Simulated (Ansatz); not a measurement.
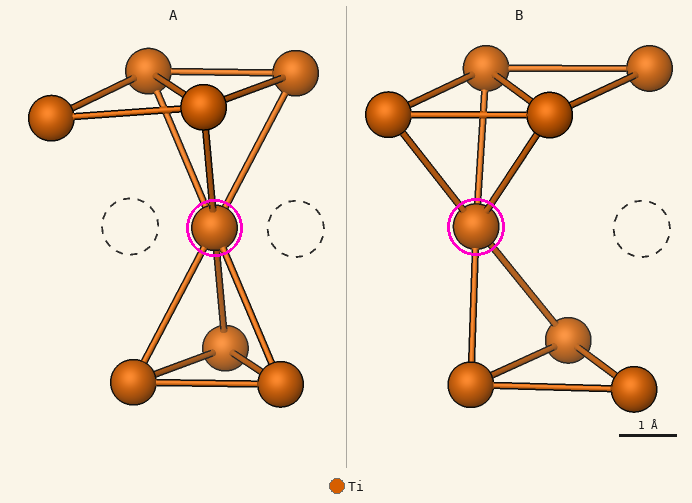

A vacancy jump of titanium in Ti (Fm-3m phase), in a neutral cell with 26 atoms, whose images lie 8.7 Å apart. One frame is the relaxed vacancy; in the other the neighbouring Ti atom (ringed) was set half-way along its jump of 2.91 Å and all atoms were relaxed in the symmetry of that start. Dashed circles mark empty sites. The picture is a ball-and-stick view of the slice 3.8 Å thick through the jump, out to 3.9 Å from its middle, seen across the jump.

The calculation used DFT PBE, scalar-relativistic, plane waves, PAW in Ansatz. Set-up: plane-wave cutoff 420 eV; k-point mesh 4 × 4 × 4; occupations gaussian; smearing width 0.1 eV; no spin polarisation; atoms relaxed in a fixed cell; force threshold 0.02 eV/Å.

**Which frame is the half-way one, and how far apart are the two in energy?**

Frame A is the half-way start after relaxation. It lies 0.26 eV above the relaxed vacancy. The atom stays half-way, on the straight line. The symmetry of the start was kept and can hold it there, so for a path with one hump at the middle this is the barrier or an upper bound to it. There it has 6 Ti as nearest neighbours, the closest at 2.83 Å. Both cells are metallic on the mesh.
